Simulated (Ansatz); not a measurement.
## Run report: Al, single-point calculation

- system: Al (slab, 10 atoms in the cell)
- method: DFT PBE, scalar-relativistic, plane waves, PAW, no spin polarisation (Ansatz 0.2.0)

The structure derives from a Materials Project entry. It belongs to a series of runs on one base structure; here: (0 0 1) slab cut from the bulk. Figures and captions count atoms from 1; the log counts them from 0 in places.

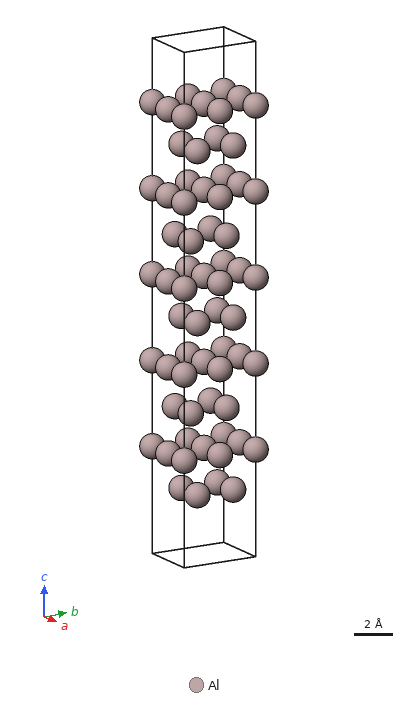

Fig. 1: The structure as given in the input (spheres-only view of the 2 × 2 repeat of the cell, with the vacuum cut short, seen slightly off an axis). An atom can appear more than once, as a periodic image.

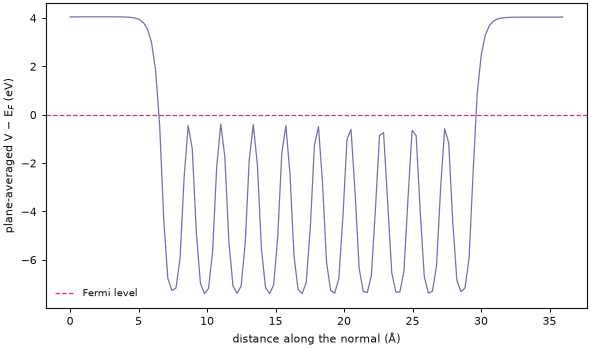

Fig. 2: Plane average of the electrostatic potential energy of an electron across the cell, from the Fermi level. The vacuum level lies 4.04 eV above the Fermi level.

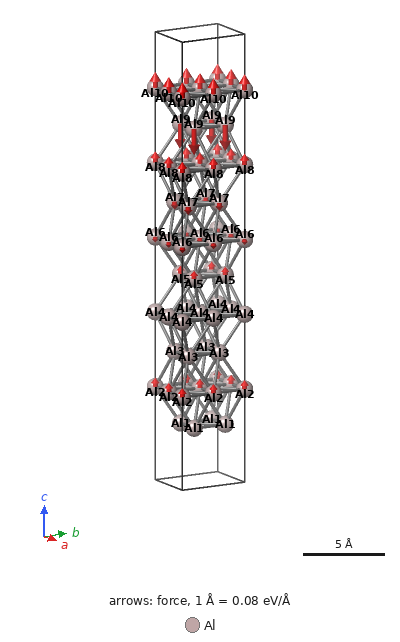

Fig. 3: Forces on the atoms as red arrows (ball-and-stick view of the 2 × 2 repeat of the cell, with the vacuum cut short, seen slightly off an axis; atoms are numbered from 1 in the order of the input); the smallest are left out. The largest act on Al9 (0.13 eV/Å); Al10 (0.08 eV/Å); Al8 (0.06 eV/Å); Al2 (0.04 eV/Å). The geometry is not a stationary point of this energy.

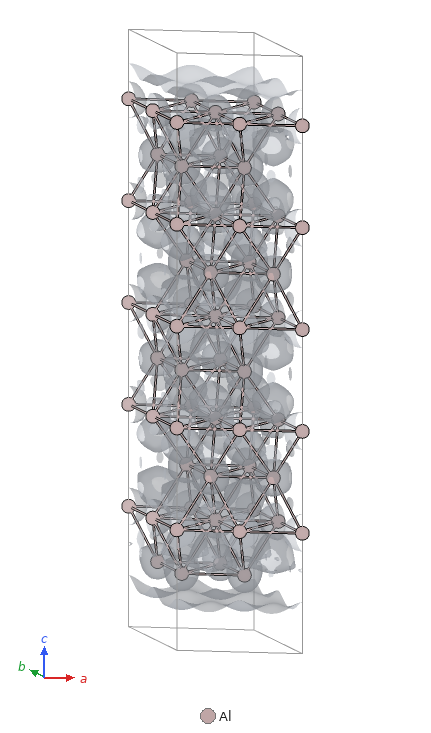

Fig. 4: Isosurface of the ELF at 0.5 (grey), seen slightly off an axis. Only the valence region is drawn (cores and ρ < 0.01 e/Å³ removed). Sticks mark near contacts. The ELF exceeds this value in sheets that run through the cell in two directions, counted in one cell of 10 atoms. Along the contacts the grid gives the following. Core electrons are frozen (PAW), so the fields are smoothed inside the atomic spheres.

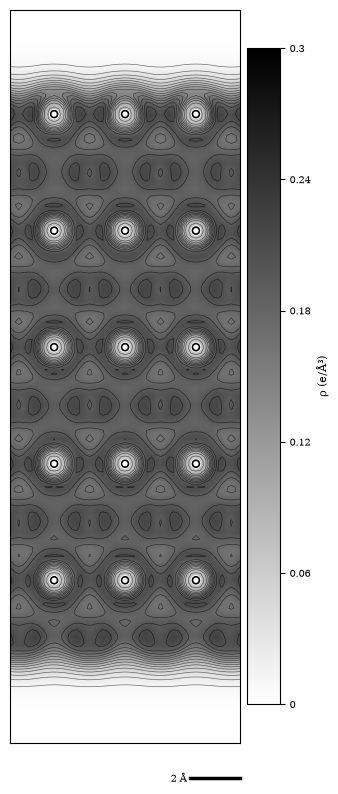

Fig. 5: Valence electron density on the (11̄0) plane of the calculation cell, a cut from vacuum to vacuum. Circles mark the nuclei in the plane (Al). Al–Al (2.85 Å): the density is about 0.2 e/Å³ at the midpoint. The density dies away to nearly zero in the vacuum.

These pictures come from the run below.

## The input
```yaml
crystal:
  lattice:
    - [2.854322333, 0.0, 0.0]
    - [-1.4271611665, 2.471915651, 0.0]
    - [0.0, 0.0, 36.1121833172]
  atoms:
    - { symbol: Al, position: [0.3333333333, 0.6666666667, 0.2076861411] }
    - { symbol: Al, position: [0.0, 0.0, 0.2726447764] }
    - { symbol: Al, position: [0.6666666667, 0.3333333333, 0.3376034117] }
    - { symbol: Al, position: [0.0, 0.0, 0.402562047] }
    - { symbol: Al, position: [0.3333333333, 0.6666666667, 0.4675206823] }
    - { symbol: Al, position: [0.0, 0.0, 0.5324793177] }
    - { symbol: Al, position: [0.6666666667, 0.3333333333, 0.597437953] }
    - { symbol: Al, position: [0.0, 0.0, 0.6623965883] }
    - { symbol: Al, position: [0.3333333333, 0.6666666667, 0.7273552236] }
    - { symbol: Al, position: [0.0, 0.0, 0.7923138589] }
basis:
  ecutwfc: 420
kpoints:
  mp_grid: { grid: [12, 12, 1] }
hamiltonian:
  xc: pbe
scf:
  occupations: { method: gaussian, width: 0.1 }
output:
  forces: true
  stress: true
  eigenvalues: true
  write_density: true
  write_potential: true
  elf: true
  volumetric_format: npy
efield:
  axis: 3
  dipole_correction: true
  ramp_width: 0.04
```

Run as:
```bash
ansatz run input.yaml --threads 1 --pin off --max-ram 2560MiB --backend cpu --events-out ev --progress --plain --runs-dir out
```

## Log
```
Engine: ansatz 0.2.0, x86_64-unknown-linux-gnu
Pseudopotentials: kind: paw
Pseudopotential: Al, paw, valence charge 3, recommended cutoff 420 eV (normal), Al.paw.azcp
Functional definition: PBE
  parameter kappa = 0.804
  parameter beta = 0.06672455060314922
  exchange = pbe_x(kappa = kappa, mu = beta*pi^2/3)
  correlation = pbe_c(beta = beta)
Crystal: 10 atoms, lattice volume = 254.795 Å³
Basis set: ecut = 420 eV, 5005 PW (Γ), exchange–correlation on 40×40×486 points (8 copies of the dense FFT grid, shifted against one another)
Bands: 25, of which v1, the nominal top of the filled ones, is band 15 counted from 1 (14 counted from 0)
Symmetry: 6 space group operations
Space group: P3m1 (ITA 156), of the structure as read, at distance tolerance 6.3e-5 Å
k-points: 19 of 144 (time reversal used)
Non-local potential: Al, projectors of the file, l = 0: 2, l = 1: 2, l = 2: 1
PAW form: soft (Blöchl's): semilocal exchange-correlation on the pseudo side does not see the compensation charge
PAW one-centre angular grid: Al, 110 points (default); XC on 64 Gauss nodes
Initial density: superposition of atomic densities (neutral atoms: chi_scale 0, normalization atom), corrected by the library's trained network
Initial wavefunctions: pseudopotential atomic-orbital guess
Functional: x = pbe(κ = 0.804, μ = 0.2195149727645171), c = pbe(β = 0.06672455060314922)
SCF iter   1: F=—  HF=-5374.196192 eV  |F-HF|=—  |Δ(HF+E_count)|=         —  Δρ=1.62e-3  dr2=2.69e-1  ethr=1.77e-3  p=-0.000 e·Å  D=-3.84e-5 V/Å  ΔV_dip=0.00 eV  dr2_dipole=4.20e-4  V_vac-E_F(+/−)=4.08/4.08 eV  ⟨swp⟩=11.1  Hψ=3513  notcnv=0  defer=2
efield: sawtooth ramp at fractional position 0.9800 (placed from the atoms, in the widest stretch of the axis that holds none; the zero of the levels goes with the place), width 0.0400; the density the first Hamiltonian is built on has a dipole p = -0.000 e·Å; the dipole correction subtracts the counter field D = -3.84e-5 V/Å, which shifts the + side's vacuum level by +0.00 eV against the − side's; the planar-averaged density in the ramp window peaks in size at 3.2e-5 e/Å³
preconditioner: auto → LDOS  [metal: Δε(μ)=0.006 eV  Ē_g=6.952 eV  σ=0.100 eV  W_gap=0.03  n_scr=20 (ndim 8)  ℏωp=12.7 eV  f_vac=0.291  D(μ)=4.56/eV (n_scr^D=20)  β→1.0]
SCF iter   2: F=—  HF=-5374.190334 eV  |F-HF|=—  |Δ(HF+E_count)|=   5.86e-3  Δρ=4.71e-4  dr2=5.09e-3  ethr=8.97e-4  p=-0.000 e·Å  D=-5.48e-5 V/Å  ΔV_dip=0.00 eV  dr2_dipole=5.75e-3  V_vac-E_F(+/−)=4.08/4.07 eV  ⟨swp⟩=1.5  Hψ=658  notcnv=0  defer=22
SCF iter   3: F=—  HF=-5374.190401 eV  |F-HF|=—  |Δ(HF+E_count)|=   6.66e-5  Δρ=1.69e-4  dr2=8.03e-4  ethr=1.70e-5  p=0.000 e·Å  D=2.86e-4 V/Å  ΔV_dip=-0.01 eV  dr2_dipole=9.72e-11  V_vac-E_F(+/−)=4.05/4.06 eV  ⟨swp⟩=2.5  Hψ=692  notcnv=0  defer=22
SCF iter   4: F=—  HF=-5374.190371 eV  |F-HF|=—  |Δ(HF+E_count)|=   2.98e-5  Δρ=3.36e-5  dr2=3.80e-5  ethr=2.68e-6  p=0.001 e·Å  D=4.01e-4 V/Å  ΔV_dip=-0.01 eV  dr2_dipole=1.13e-6  V_vac-E_F(+/−)=4.04/4.06 eV  ⟨swp⟩=2.1  Hψ=630  notcnv=0  defer=22
SCF iter   5: F=—  HF=-5374.190364 eV  |F-HF|=—  |Δ(HF+E_count)|=   6.91e-6  Δρ=9.62e-6  dr2=4.21e-6  ethr=1.27e-7  p=0.001 e·Å  D=4.01e-4 V/Å  ΔV_dip=-0.01 eV  dr2_dipole=2.35e-7  V_vac-E_F(+/−)=4.04/4.05 eV  ⟨swp⟩=2.4  Hψ=677  notcnv=0  defer=22
SCF iter   6: F=—  HF=-5374.190364 eV  |F-HF|=—  |Δ(HF+E_count)|=   1.39e-7  Δρ=4.36e-6  dr2=2.39e-7  ethr=1.40e-8  p=0.001 e·Å  D=4.15e-4 V/Å  ΔV_dip=-0.01 eV  dr2_dipole=4.91e-8  V_vac-E_F(+/−)=4.04/4.05 eV  ⟨swp⟩=1.6  Hψ=529  notcnv=0  defer=22
SCF iter   7: F=-5374.190365 eV  HF=-5374.190364 eV  |F-HF|=5.77e-10  |Δ(HF+E_count)|=   4.55e-8  Δρ=8.63e-7  dr2=6.23e-9  ethr=3.33e-10  p=0.001 e·Å  D=4.18e-4 V/Å  ΔV_dip=-0.02 eV  dr2_dipole=6.17e-10  V_vac-E_F(+/−)=4.04/4.05 eV  ⟨swp⟩=21.8  Hψ=4496  notcnv=0
SCF 1 converged in 7 iterations: F = -5374.190365 eV  dr2 = 6.23e-9
  greatest PAW one-centre occupation: 0.468 electrons in one spin orbital (limit 2), on the Al atom at site 9 (counted from 0), in its partial waves of l = 0
WARN: The output density's exchange-correlation potential varies sharply where the density is thin. Do not read a vacuum level from v_tot or v_xc, or from such a field of the output density. On a cell that repeats whose density bears no net charge and no dipole along the vacuum's axis use v_es (v_loc + v_h of the components); under efield.dipole_correction with no amplitude use v_es + v_field, which holds any external_charges[].barrier, or the levels of the report's work_function block, which leave it out; under a non-zero efield.amplitude the vacuum is tilted and has no level; on a cell that repeats and bears such a dipole with no correction it is tilted too, and efield.dipole_correction with no amplitude gives each side of its ramp a level where efield: is served; in a cell that repeats whose density bears a net charge (total_charge, or a fill off its count) it is curved and has none; of a slab under crystal.periodic whose density bears no net charge use v_es, which has a level on each side, short of where the two are joined; of another it falls or rises all the way out and has none; of a slab beside external_charges read slab_vacuum_level instead, which it has where they leave it neutral. The grid or the basis barely resolves most such structure, and the values can differ between equally converged runs; as a rule a tighter scf.convergence.dr2_threshold does not remove it. Where the density itself ripples (under the LDA too) a higher basis.ecutwfc lessens it. The files hold the spikes' plane waves up to the density's cutoff. Files: v_tot_of_output_density and the like, and their columns of v_z.tsv (output.write_potential); v_xc_of_output_density and the like, and their columns of v_comp_z.tsv (output.write_potential_components). Measured: with its Gaussian average of σ = 0.25 Å subtracted twice, the exchange-correlation potential is over 0.1 eV at 27 of the grid points where the equally averaged density (valence and model cores) is under 1e-3 e/Å³, and 0.227 eV at the most among them, at an averaged density of 4.5e-8 e/Å³. The input density's (outcome.potential() and, of a run that writes arrays, v_tot and v_xc) is over 0.1 eV, so measured, at 9 points of its own thin density, 0.157 eV at the most. See output.write_potential in the manual, Limitations
SCF converged after 7 iterations
Free energy (F): -5374.190365 eV
Harris-Foulkes:  -5374.190364 eV  (|F-HF|=5.77e-10)
Internal energy: -5374.168132 eV  (E = F + TS)
E sigma→0 (E₀):  -5374.179248 eV
Entropy (-TS):   -0.022232 eV (-2.223 meV/atom)
Fermi energy:    3.729555 eV
Dipole field:    D = 0.000389 V/Å  (p = 0.000547 e·Å, saw-weighted, corrected)
Work function:   Φ+ = 4.0378 eV   Φ− = 4.0519 eV
Levels:          The Fermi level and band energies are counted from a zero that moves with the ramp; work functions are not
--- Per-component energies (eV) ---
  E_band       = -16.307626
  E_kinetic    = 223.505379
  E_local      = -8465.079364  (includes V_loc(G=0)·N_el)
  E_nonlocal   = 103.936286
  E_hartree    = 4222.134637
  E_xc         = -395.038007
  E_vxc        = -286.455558  (∫ρ·V_xc dr)
  E_paw        = -4673.190614  (= ΣΔE_a)
  E_vpaw       = -36.480433  (= ΣTr[D̂ρ^β])
  E_aug_tail   = -0.000022  (compensation charges beyond the density's cutoff)
  E_efield     = 0.000000  (sawtooth field / dipole correction)
  E_vefield    = 0.000000  (∫n·V_field dr)
  E_ewald      = 3609.563573
  E_smearing   = -0.022232  (= −TS)
  E_closure    = 0.000000  (closes the sum)
  Σ components = -5374.190365   (vs F -5374.190365, Δ=0.00e0)
--- Forces (eV/Å), atoms counted from 1 ---
  atom   1  Al     0.00000000    -0.00000000    -0.00533684
  atom   2  Al     0.00000000     0.00000000     0.04497235
  atom   3  Al    -0.00000000     0.00000000    -0.02271955
  atom   4  Al     0.00000000    -0.00000000     0.00612630
  atom   5  Al     0.00000000    -0.00000000     0.03920478
  atom   6  Al    -0.00000000    -0.00000000    -0.02776238
  atom   7  Al    -0.00000000     0.00000000    -0.03925259
  atom   8  Al     0.00000000    -0.00000000     0.05580592
  atom   9  Al     0.00000000    -0.00000000    -0.13090087
  atom  10  Al    -0.00000000     0.00000000     0.07987399
  max |Σ_I F_I| component: 1.11e-5 eV/Å
--- Stress (GPa, compression-positive) ---
       -0.474872       0.000000      -0.000000
        0.000000      -0.474872      -0.000000
       -0.000000      -0.000000      -0.203044
  P = ⅓ Tr σ = -0.3843 GPa (-3.843 kbar)
--- Band table (eV; the first three rows and the last of 19) ---
  k-point 0: bands = ["-7.2733", "-7.0830", "-6.7753", "-6.3509", "-5.8021", "-5.1380", "-4.3623", "-3.4764", "-2.4874", "-1.3773", "-0.2992", "0.9938", "2.3215", "3.6901", "5.0549", "6.3120", "7.1690", "7.9423", "8.1252", "9.5158", "9.6286", "11.4497", "11.5323", "13.6292", "13.6430"]
  k-point 1: bands = ["-7.1053", "-6.9152", "-6.6078", "-6.1839", "-5.6356", "-4.9722", "-4.1972", "-3.3121", "-2.3239", "-1.2134", "-0.1419", "1.1517", "2.4778", "3.8442", "5.2069", "6.4639", "7.3288", "8.0989", "8.2817", "9.6593", "9.7671", "11.5293", "11.5900", "11.9434", "12.1527"]
  k-point 2: bands = ["-6.6026", "-6.4131", "-6.1067", "-5.6841", "-5.1375", "-4.4761", "-3.7033", "-2.8208", "-1.8351", "-0.7242", "0.3293", "1.6227", "2.9420", "4.2984", "5.6475", "6.8913", "7.7754", "8.4719", "8.6484", "8.9751", "9.0317", "9.2592", "9.6100", "10.0877", "10.2197"]
  k-point 18: bands = ["0.4573", "0.6062", "0.6065", "0.6270", "0.7737", "0.7885", "0.8917", "1.0570", "1.0620", "1.2193", "1.4179", "1.4426", "1.7239", "1.8308", "1.9688", "2.7072", "2.7375", "2.9927", "3.2514", "3.3388", "3.5865", "3.9887", "4.3827", "4.8363", "5.3028"]
```

## Results in brief

```json
{"quantity": "outcome", "value": "converged"}
{"quantity": "electrons treated", "value": "30"}
{"quantity": "free energy", "value": "−5374.1904 eV"}
{"quantity": "work function, top face", "value": "4.04 eV"}
{"quantity": "work function, bottom face", "value": "4.05 eV"}
{"quantity": "Fermi energy", "value": "3.730 eV"}
{"quantity": "gap on the k-point mesh", "value": "none (metallic)"}
{"quantity": "work function (upper face)", "value": "4.04 eV"}
{"quantity": "largest force (length of the vector)", "value": "0.131 eV/Å"}
{"quantity": "hardware", "value": "1 thread of AMD EPYC 7571, 32 GiB of memory available, shared host"}
{"quantity": "wall time", "value": "34 s"}
{"quantity": "peak memory", "value": "0.48 GiB"}
```

## Notes

The program warns: the exchange-correlation potential is rough where the density is thin.
